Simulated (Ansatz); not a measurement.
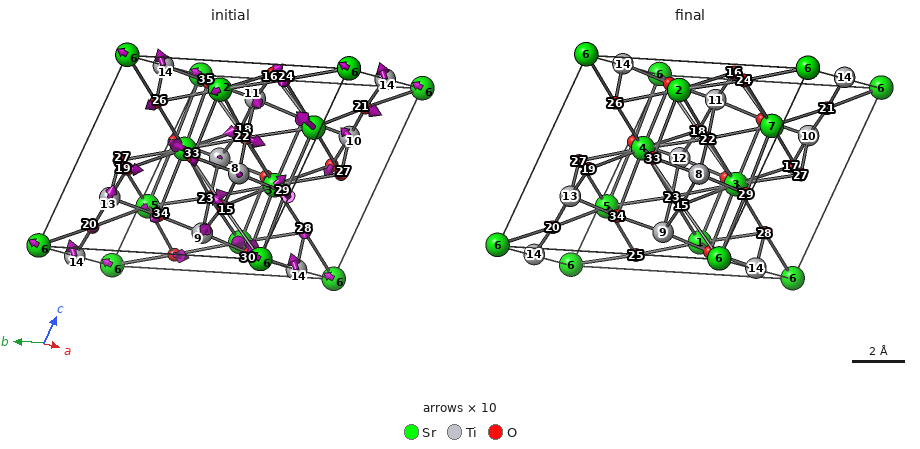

The structure of a crystal of SrTiO$_{3}$ (set up in P1) before (left) and after (right) a relaxation, at one scale. The purple arrows give the displacements, 10 times their true length.

Style: ball-and-stick. Shown: the cell of the calculation, from a free direction.

All numbers below come from Ansatz, DFT PBEsol, scalar-relativistic, plane waves, PAW.

The input:
```yaml
crystal:
  lattice:
    - [-3.8911418677, 3.8911418677, -3.8911418677]
    - [7.7822837354, 3.8911418677, 0.0]
    - [0.0, -7.7822837354, -3.8911418677]
  atoms:
    - { symbol: Sr, position: [0.870950052, 0.4357652482, 0.1503304837] }
    - { symbol: Sr, position: [0.145870533, 0.5728826877, 0.8653863323] }
    - { symbol: Sr, position: [0.5676337702, 0.2913041641, 0.4277712114] }
    - { symbol: Sr, position: [0.4164003409, 0.7059781528, 0.5729679139] }
    - { symbol: Sr, position: [0.7157139013, 0.858643309, 0.2923053791] }
    - { symbol: Sr, position: [0.0001656722, -0.0018569447, 0.0027654667] }
    - { symbol: Sr, position: [0.2938862448, 0.1385452363, 0.7124983221] }
    - { symbol: Ti, position: [0.0741137056, 0.2930822645, 0.4371362948] }
    - { symbol: Ti, position: [0.3462914041, 0.4308881412, 0.1440419071] }
    - { symbol: Ti, position: [0.782444039, 0.1405815305, 0.716269528] }
    - { symbol: Ti, position: [0.6507857908, 0.5834688296, 0.8696091834] }
    - { symbol: Ti, position: [0.9281965458, 0.7187572791, 0.5764648853] }
    - { symbol: Ti, position: [0.2153663456, 0.8614111368, 0.2856739753] }
    - { symbol: Ti, position: [0.4927869541, -0.0039014877, -0.0025065229] }
    - { symbol: O, position: [0.2121650812, 0.3456460002, 0.2770105285] }
    - { symbol: O, position: [0.4994591377, 0.5011836853, -0.0076569637] }
    - { symbol: O, position: [0.929822736, 0.212864571, 0.5762853845] }
    - { symbol: O, position: [0.7909964772, 0.6365291663, 0.7149696335] }
    - { symbol: O, position: [0.0705278263, 0.7920096171, 0.4267833486] }
    - { symbol: O, position: [0.3613109032, 0.9304463832, 0.1421733217] }
    - { symbol: O, position: [0.6450176459, 0.0799195689, 0.8583773316] }
    - { symbol: O, position: [0.3591845413, 0.438644695, 0.6442957479] }
    - { symbol: O, position: [0.6379680099, 0.576266058, 0.3516021975] }
    - { symbol: O, position: [0.0787646135, 0.2872920351, 0.9307128445] }
    - { symbol: O, position: [0.9201495485, 0.7174871528, 0.0698263975] }
    - { symbol: O, position: [0.2120552739, 0.8514447097, 0.7875065747] }
    - { symbol: O, position: [0.5012145326, -0.0016044997, 0.5003787112] }
    - { symbol: O, position: [0.7921793176, 0.1456829449, 0.2161702466] }
    - { symbol: O, position: [0.1311978774, 0.0713817424, 0.3581745642] }
    - { symbol: O, position: [0.4129873353, 0.2073172226, 0.0602708628] }
    - { symbol: O, position: [0.8566142492, 0.9250511911, 0.6426654188] }
    - { symbol: O, position: [0.7068366887, 0.3501040901, 0.7839308796] }
    - { symbol: O, position: [-0.0007671886, 0.5020125886, 0.5027631147] }
    - { symbol: O, position: [0.2929441005, 0.6424230239, 0.2157890919] }
    - { symbol: O, position: [0.5691876187, 0.7925810835, 0.9340421699] }
basis:
  ecutwfc: 420
  xc_grid: 2
kpoints:
  mp_grid: { grid: [3, 3, 3], shift: [0.0, 0.0, 0.0] }
hamiltonian:
  xc: pbesol
scf:
  occupations: { method: gaussian, width: 0.02 }
output:
  forces: true
  stress: false
  eigenvalues: true
relax:
  adjacent_minimum: "off"
  f_tol: 0.03
  max_steps: 25
```

Command:
```bash
ansatz run input.yaml --threads 8 --pin off --max-ram 16384MiB --backend cpu --events-out ev --progress --plain --runs-dir out
```

Summarise the run.

The largest move is that of Sr7, 0.11 Å along [−1 1 1]. By element the largest moves are Sr 0.11 Å, O 0.09 Å, Ti 0.08 Å. The cell stays as it was. Among the contacts that change: Sr4–O22 2.600 → 2.755 Å, Sr1–O30 2.903 → 2.749 Å, Sr4–O21 2.846 → 2.698 Å, Sr1–Ti9 3.511 → 3.374 Å. Among the angles between lasting bonds that change: Sr4–O21–Ti14 85.3° → 91.1°, O19–Ti13–O29 87.1° → 92.6°, Ti8–O15–Ti9 171.6° → 176.4°. The space group (tolerance 0.01 Å) goes from P1 (No. 1) to R3m (No. 160). After 5 geometry steps the energy has fallen by 0.753 eV per cell of the calculation. The largest force component goes from 1.8 to 0.02 eV/Å.
